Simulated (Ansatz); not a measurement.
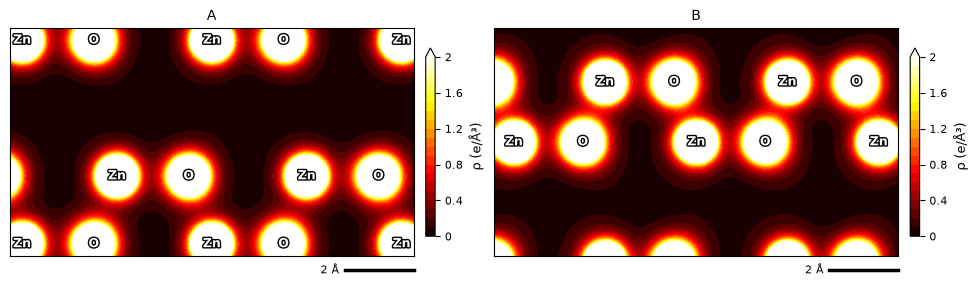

ZnO. The valence charge density (pseudo) of two cells that differ in size and shape, on the (110) plane of each (indices in the axes of the calculation cell), at one length scale and on one colour scale; one has 10.4 and the other 13.9 Å³ an atom.

Space group P6₃mc.

The calculation used Ansatz, DFT PBE, scalar-relativistic, plane waves, PAW.

Core electrons are frozen (PAW), and the valence fields are smoothed inside the atomic spheres.

### Which is the denser cell? Describe the effect of the change.

Panel B is the smaller cell, by 25 % in volume. From the larger cell to the smaller, Zn–O goes from 2.08 to 1.86 Å, and the density at its midpoint from 0.48 to 0.78 e/Å³, the ELF there from 0.25 to 0.30; the pressure goes from −12 to 33 GPa; the Kohn–Sham gap goes from 0.56 eV to 0.76 eV.
